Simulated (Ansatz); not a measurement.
Structure of Sb:

Space group Fm-3m (No. 225). a = 4.814 Å, b = 4.814 Å, c = 4.814 Å, α = 90.00°, β = 90.00°, γ = 90.00°
```csv
atom,site,symmetry,x,y,z
Sb,4a,m-3m,0.0000,0.0000,0.0000
```

It is based on coordinates from a relaxation with DFT, revPBE, plane waves (420 eV) with PAW, scalar-relativistic in Ansatz 0.2.0; the starting structure was generated, so it need not be a known form of this composition.

Predict radii and indices of the first 4 visible rings (3 % of the strongest or more) for λ = 0.4133 Å and a flat detector at 330 mm.

| ring | radius | 2θ (°) | d (Å) | hkl |
| --- | --- | --- | --- | --- |
| 1 | 49.5 mm | 8.53 | 2.78 | 111 |
| 2 | 57.3 mm | 9.85 | 2.41 | 200 |
| 3 | 82.0 mm | 13.95 | 1.702 | 220 |
| 4 | 96.9 mm | 16.37 | 1.452 | 311 |

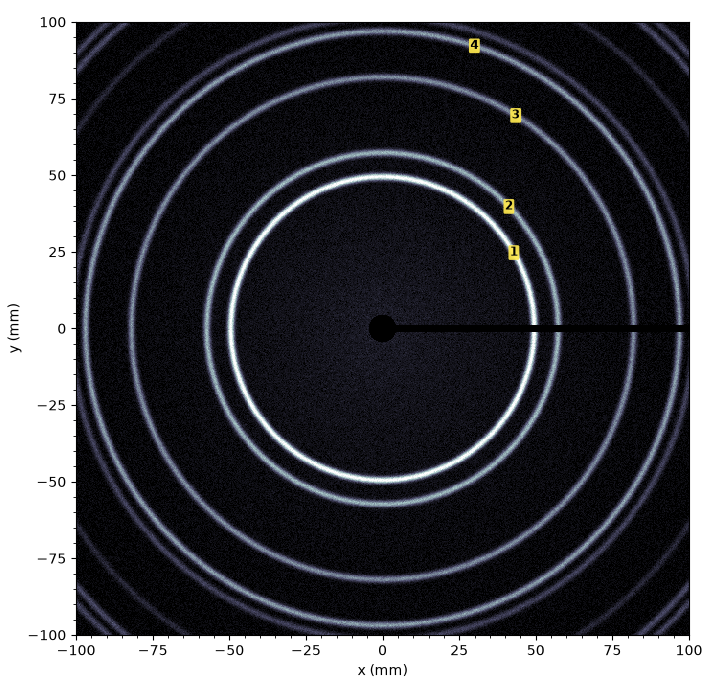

Simulated X-ray powder rings on a flat area detector normal to the beam: λ = 0.4133 Å, sample-to-detector distance 330 mm, axes in mm from the beam centre, for a fine-grained powder without texture. Kinematic intensities with B = 1.0 Å² for all atoms, without absorption; brightness goes as intensity to the power 0.6, clipped at the top, with counting noise. Reflections closer than the ring width show as one ring. The numbers mark the rings of the table.
